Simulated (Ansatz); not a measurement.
# Run report: AlN, geometry relaxation (part 2 of 2)

AlN (F-43m, 2 atoms in the cell); DFT, PBE, plane waves, PAW, no spin polarisation (Ansatz 0.2.0); cutoff 420 eV, 10×10×10 k-mesh, Fermi–Dirac smearing of 0.02 eV. The structure was built on a prototype by a generator.

What the program printed, continued
```
SCF iter   1: F=—  HF=-924.210671 eV  |F-HF|=—  |Δ(HF+E_count)|=         —  Δρ=1.93e-3  dr2=9.19e-4  ethr=1.14e-5  ⟨swp⟩=1.0  Hψ=3019  notcnv=0
preconditioner: auto → none  [insulator: Δε(μ)=3.286 eV  Ē_g=15.166 eV  σ=0.020 eV  W_gap=1.00  n_scr=0 (ndim 8)  ℏωp=22.7 eV  f_vac=0.000  D(μ)=0.00/eV (n_scr^D=0)  ε∞_Penn≈3.2]
SCF iter   2: F=—  HF=-924.210443 eV  |F-HF|=—  |Δ(HF+E_count)|=   2.28e-4  Δρ=9.15e-4  dr2=1.25e-4  ethr=1.14e-5  ⟨swp⟩=2.2  Hψ=706  notcnv=0
SCF iter   3: F=—  HF=-924.210456 eV  |F-HF|=—  |Δ(HF+E_count)|=   1.31e-5  Δρ=1.82e-4  dr2=5.05e-6  ethr=1.57e-6  ⟨swp⟩=2.5  Hψ=541  notcnv=0
SCF iter   4: F=-924.210455 eV  HF=-924.210455 eV  |F-HF|=2.19e-8  |Δ(HF+E_count)|=   1.17e-6  Δρ=1.62e-5  dr2=2.74e-8  ethr=2.50e-9  ⟨swp⟩=2.5  Hψ=1358  notcnv=0
SCF 7 converged in 4 iterations: F = -924.210455 eV  dr2 = 2.74e-8
relax step   7: F+E_penalty+E_count = -924.21045484 eV  Δ(F+E_penalty+E_count) = -5.116e-4 eV  max|allowed force component| = 1.399e-16 eV/Å  Δτ_max = 0.0000 Å  P = +0.141 GPa  Ω = 21.326 Å³  energy of the carried Pulay correction = -5.744e-4 eV  (4 SCF iters, dr2 threshold 2.00e-7 eV, accepted)
Crystal: 2 atoms, lattice volume = 21.341 Å³
iter 1 solved again at ethr=8.05e-8 eV; its pass at ethr=3.10e-3 eV (dr2=6.44e-6 eV) is discarded
SCF iter   1: F=—  HF=-924.210360 eV  |F-HF|=—  |Δ(HF+E_count)|=         —  Δρ=1.58e-4  dr2=6.50e-6  ethr=8.05e-8  ⟨swp⟩=1.0  Hψ=2979  notcnv=0
preconditioner: auto → none  [insulator: Δε(μ)=3.310 eV  Ē_g=15.170 eV  σ=0.020 eV  W_gap=1.00  n_scr=0 (ndim 8)  ℏωp=22.7 eV  f_vac=0.000  D(μ)=0.00/eV (n_scr^D=0)  ε∞_Penn≈3.2]
SCF iter   2: F=—  HF=-924.210412 eV  |F-HF|=—  |Δ(HF+E_count)|=   5.17e-5  Δρ=7.99e-5  dr2=8.97e-7  ethr=8.05e-8  ⟨swp⟩=2.3  Hψ=542  notcnv=0
SCF iter   3: F=—  HF=-924.210411 eV  |F-HF|=—  |Δ(HF+E_count)|=   2.51e-7  Δρ=1.91e-5  dr2=5.63e-8  ethr=1.12e-8  ⟨swp⟩=2.5  Hψ=541  notcnv=0
SCF iter   4: F=-924.210411 eV  HF=-924.210411 eV  |F-HF|=4.67e-10  |Δ(HF+E_count)|=   6.67e-9  Δρ=2.07e-6  dr2=4.93e-10  ethr=6.19e-10  ⟨swp⟩=4.0  Hψ=1069  notcnv=0
SCF 8 converged in 4 iterations: F = -924.210411 eV  dr2 = 4.93e-10
relax step   8: F+E_penalty+E_count = -924.21041126 eV  Δ(F+E_penalty+E_count) = +4.358e-5 eV  max|allowed force component| = 1.515e-16 eV/Å  Δτ_max = 0.0000 Å  P = +0.002 GPa  Ω = 21.341 Å³  energy of the carried Pulay correction = -6.248e-4 eV  (4 SCF iters, dr2 threshold 4.95e-8 eV, accepted)
iter 1 solved again at ethr=6.58e-8 eV; its pass at ethr=3.10e-3 eV (dr2=5.26e-6 eV) is discarded
SCF iter   1: F=—  HF=-924.211047 eV  |F-HF|=—  |Δ(HF+E_count)|=         —  Δρ=5.90e-5  dr2=1.08e-7  ethr=6.58e-8  ⟨swp⟩=3.0  Hψ=3815  notcnv=0
preconditioner: auto → none  [insulator: Δε(μ)=3.312 eV  Ē_g=15.171 eV  σ=0.020 eV  W_gap=1.00  n_scr=0 (ndim 8)  ℏωp=22.7 eV  f_vac=0.000  D(μ)=0.00/eV (n_scr^D=0)  ε∞_Penn≈3.2]
SCF iter   2: F=—  HF=-924.211100 eV  |F-HF|=—  |Δ(HF+E_count)|=   5.37e-5  Δρ=2.86e-5  dr2=3.12e-8  ethr=1.35e-9  ⟨swp⟩=2.0  Hψ=564  notcnv=0
SCF iter   3: F=—  HF=-924.211101 eV  |F-HF|=—  |Δ(HF+E_count)|=   1.24e-7  Δρ=1.20e-5  dr2=5.38e-9  ethr=3.90e-10  ⟨swp⟩=2.6  Hψ=549  notcnv=0
SCF iter   4: F=—  HF=-924.211101 eV  |F-HF|=—  |Δ(HF+E_count)|=   2.35e-8  Δρ=8.86e-7  dr2=4.05e-11  ethr=6.73e-11  ⟨swp⟩=2.0  Hψ=564  notcnv=0
SCF iter   5: F=-924.211101 eV  HF=-924.211101 eV  |F-HF|=3.64e-12  |Δ(HF+E_count)|=  1.00e-10  Δρ=1.76e-7  dr2=1.49e-12  ethr=1.00e-12  ⟨swp⟩=4.3  Hψ=1144  notcnv=0
SCF 9 converged in 5 iterations: F = -924.211101 eV  dr2 = 1.49e-12
relax step   9: F+E_penalty+E_count = -924.21110052 eV  Δ(F+E_penalty+E_count) = -6.893e-4 eV  max|allowed force component| = 1.422e-16 eV/Å  Δτ_max = 0.0000 Å  P = +0.015 GPa  Ω = 21.341 Å³  stress off target by 1.54e-2 GPa  SCF on the basis re-selected at this cell (its energy is not comparable with the rows above)  (5 SCF iters)
```

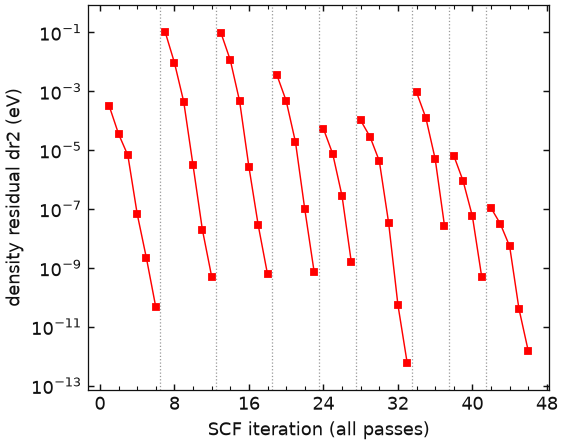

Figure 1. Convergence of the self-consistent field: density residual dr2 against the SCF iteration. The dotted lines part the SCF passes of the relaxation: geometry steps, rejected trials and re-solves on a re-selected basis. The 9 passes take 4 to 6 iterations each, 46 in all.

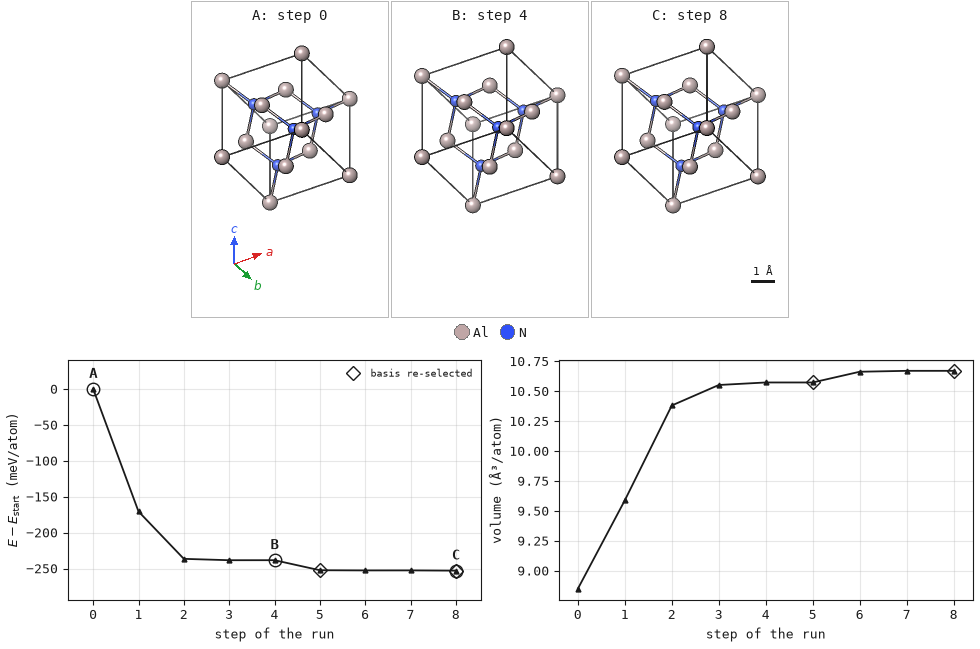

Figure 2. Frames of the relaxation (ball-and-stick view of the cell 4 times as large as that of the calculation, set on its symmetry axes, seen at an oblique angle) above the curves, on which the letters mark them (the first geometry is step 0 here and step 1 in the log).

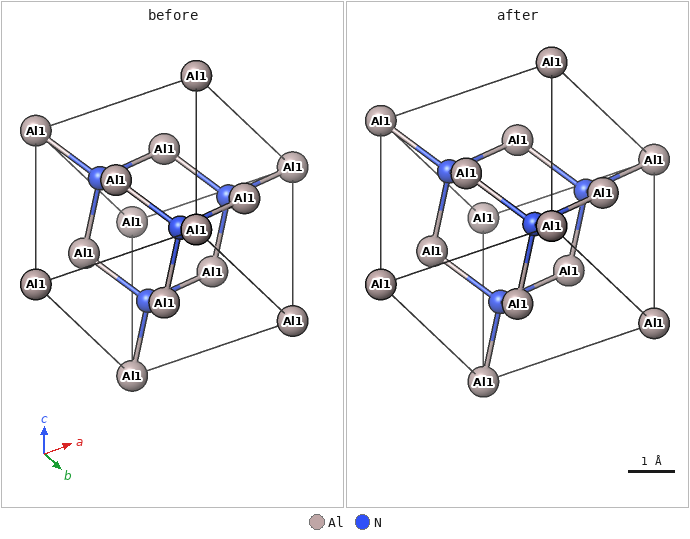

Figure 3. Before (left) and after (right) the relaxation, at one scale (ball-and-stick view of the cell 4 times as large as that of the calculation, set on its symmetry axes, seen at an oblique angle). The atoms keep their places relative to the cell (all moves are under 0.005 Å). The volume changes by +20.6 %, with a = b = c 4.137 → 4.403 Å (+6.4 %). Among the contacts that change: Al1–N2 1.791 → 1.907 Å. The space group stays F-43m (No. 216). The energy falls by 253 meV per atom in 6 geometry steps. All forces vanish by symmetry, so only the cell relaxes. The pressure goes from 51.76 to 0.02 GPa. The basis was re-selected once at an unchanged geometry, which shifts the energy a little without any move. The energy change given includes the shifts at the re-selections in mid-walk, which come without any move. A last SCF at the same geometry on a re-selected plane-wave basis shifts the energy by −0.3 meV per atom. (Atoms are counted from 1 in the order of the input.)

```
basis re-selected at this cell: Δ(F+E_penalty+E_count) = -6.893e-4 eV, ΔP = +0.013 GPa vs the last step (what re-selecting the basis moved, of the pressure what is left beyond the Pulay correction that the steps carried, after the strain that the cell walked since its last selection, with what the two solves' SCF thresholds leave and, on support functions, any second-order correction that the steps lacked; it is no measure of the basis error at this ecutwfc). This SCF's stress stands 1.54e-2 GPa from its target on what of the cell is left free (relax.cell.stress_tol is 5.00e-2 GPa) and its largest allowed force component is 1.42e-16 eV/Å (relax.f_tol is 5.00e-3 eV/Å): within both
SCF converged after 5 iterations
Free energy (F): -924.211101 eV
Harris-Foulkes:  -924.211101 eV  (|F-HF|=3.64e-12)
Internal energy: -924.211101 eV  (E = F + TS)
E sigma→0 (E₀):  -924.211101 eV
Fermi energy:    8.389373 eV
--- Per-component energies (eV) ---
  E_band       = 13.743261
  E_kinetic    = 158.451037
  E_local      = -224.992593  (includes V_loc(G=0)·N_el)
  E_nonlocal   = 55.303479
  E_hartree    = 77.845352
  E_xc         = -101.544325
  E_vxc        = -107.580573  (∫ρ·V_xc dr)
  E_paw        = -595.034468  (= ΣΔE_a)
  E_vpaw       = -23.128889  (= ΣTr[D̂ρ^β])
  E_aug_tail   = 0.000097  (compensation charges beyond the density's cutoff)
  E_ewald      = -294.239680
  E_smearing   = -0.000000  (= −TS)
  E_closure    = 0.000000  (closes the sum)
  Σ components = -924.211101   (vs F -924.211101, Δ=0.00e0)
--- Forces (eV/Å), atoms counted from 1 ---
  atom   1  Al     0.00000000    -0.00000000    -0.00000000
  atom   2  N     -0.00000000     0.00000000     0.00000000
  max |Σ_I F_I| component: 6.94e-17 eV/Å
--- Stress (GPa, compression-positive) ---
        0.015351      -0.000000      -0.000000
       -0.000000       0.015351      -0.000000
       -0.000000      -0.000000       0.015351
  P = ⅓ Tr σ = 0.0154 GPa (0.154 kbar)
--- Relaxed structure (7 steps of the walk, 7 accepted, 2 SCFs on fresh bases) ---
  F+E_penalty+E_count = -924.21110052 eV   max|allowed force component| = 1.422e-16 eV/Å   (the final SCF, on the basis selected at the relaxed cell)
  cell:  # Å, volume = 21.3407 Å³
    - [7.230946995193686e-33, 2.20153942191028, 2.20153942191028]
    - [2.20153942191028, -5.579491580602027e-34, 2.20153942191028]
    - [2.20153942191028, 2.20153942191028, 1.5215909716565306e-33]
  atoms:
    - { symbol: Al, position: [-1.4985113687335288e-34, 3.2055534457374186e-34, 4.059074484239365e-34] }
    - { symbol: N, position: [0.25, 0.25, 0.25] }
```

Trajectory as extended XYZ (Å, eV, eV/Å), 9 frames, from step=1 to step=9
```
2
Lattice="0.0000 2.0684 2.0684 2.0684 0.0000 2.0684 2.0684 2.0684 0.0000" Properties=species:S:1:pos:R:3:forces:R:3 step=1 energy=-923.70514 pressure_GPa=51.76
Al    0.0000    0.0000    0.0000    0.0000   0.0000   0.0000
N     1.0342    1.0342    1.0342    0.0000   0.0000   0.0000
2
Lattice="0.0000 2.1245 2.1245 2.1245 0.0000 2.1245 2.1245 2.1245 0.0000" Properties=species:S:1:pos:R:3:forces:R:3 step=2 energy=-924.04631 pressure_GPa=24.73
Al    0.0000    0.0000    0.0000    0.0000   0.0000   0.0000
N     1.0622    1.0622    1.0622    0.0000   0.0000   0.0000
2
Lattice="0.0000 2.1814 2.1814 2.1814 0.0000 2.1814 2.1814 2.1814 0.0000" Properties=species:S:1:pos:R:3:forces:R:3 step=3 energy=-924.17822 pressure_GPa=4.06
Al    0.0000    0.0000    0.0000    0.0000   0.0000   0.0000
N     1.0907    1.0907    1.0907    0.0000   0.0000   0.0000
2
Lattice="0.0000 2.1934 2.1934 2.1934 0.0000 2.1934 2.1934 2.1934 0.0000" Properties=species:S:1:pos:R:3:forces:R:3 step=4 energy=-924.18202 pressure_GPa=0.44
Al    0.0000    0.0000    0.0000    0.0000   0.0000   0.0000
N     1.0967    1.0967    1.0967    0.0000   0.0000   0.0000
2
Lattice="0.0000 2.1948 2.1948 2.1948 0.0000 2.1948 2.1948 2.1948 0.0000" Properties=species:S:1:pos:R:3:forces:R:3 step=5 energy=-924.18196 pressure_GPa=0.01
Al    0.0000    0.0000    0.0000    0.0000   0.0000   0.0000
N     1.0974    1.0974    1.0974    0.0000   0.0000   0.0000
2
Lattice="0.0000 2.1948 2.1948 2.1948 0.0000 2.1948 2.1948 2.1948 0.0000" Properties=species:S:1:pos:R:3:forces:R:3 step=6 energy=-924.20994 pressure_GPa=1.81
Al    0.0000    0.0000    0.0000    0.0000   0.0000   0.0000
N     1.0974    1.0974    1.0974    0.0000   0.0000   0.0000
2
Lattice="0.0000 2.2010 2.2010 2.2010 0.0000 2.2010 2.2010 2.2010 0.0000" Properties=species:S:1:pos:R:3:forces:R:3 step=7 energy=-924.21046 pressure_GPa=0.14
Al    0.0000    0.0000    0.0000    0.0000   0.0000   0.0000
N     1.1005    1.1005    1.1005    0.0000   0.0000   0.0000
2
Lattice="0.0000 2.2015 2.2015 2.2015 0.0000 2.2015 2.2015 2.2015 0.0000" Properties=species:S:1:pos:R:3:forces:R:3 step=8 energy=-924.21041 pressure_GPa=0.00
Al    0.0000    0.0000    0.0000    0.0000   0.0000   0.0000
N     1.1008    1.1008    1.1008    0.0000   0.0000   0.0000
2
Lattice="0.0000 2.2015 2.2015 2.2015 0.0000 2.2015 2.2015 2.2015 0.0000" Properties=species:S:1:pos:R:3:forces:R:3 step=9 energy=-924.21110 pressure_GPa=0.02
Al    0.0000    0.0000    0.0000    0.0000   0.0000   0.0000
N     1.1008    1.1008    1.1008    0.0000   0.0000   0.0000
```

This output came from the following input.

Input file
```yaml
crystal:
  lattice:
    - [0.0, 2.0684150744, 2.0684150744]
    - [2.0684150744, 0.0, 2.0684150744]
    - [2.0684150744, 2.0684150744, 0.0]
  atoms:
    - { symbol: Al, position: [0.0, 0.0, 0.0] }
    - { symbol: "N", position: [0.25, 0.25, 0.25] }
kpoints:
  mp_grid: { grid: [10, 10, 10] }
hamiltonian:
  xc: pbe
scf:
  occupations: { method: fermi_dirac, width: 0.02 }
relax:
  f_tol: 0.005
  cell: {}
```

Launched with:
```bash
ansatz run input.yaml --threads 8 --pin off --max-ram 12902MiB --backend cpu --events-out ev --progress --plain --runs-dir out
```

Results in brief

```csv
quantity,value
outcome,converged
space group (tolerance 0.01 Å),F-43m (216)
electrons treated,8
free energy,−924.2111 eV
Fermi energy,8.389 eV
pressure,0.02 GPa
final volume,21.34 Å³
largest force (length of the vector) at the end,under 0.001 eV/Å
final cell,"a = 3.113 Å, b = 3.113 Å, c = 3.113 Å, α = 60.00°, β = 60.00°, γ = 60.00°"
hardware,"8 threads of Intel Xeon (Granite Rapids), 64 GiB of memory available, shared host"
wall time,1.4 s (CPU time 6.1 s)
peak memory,0.34 GiB
```
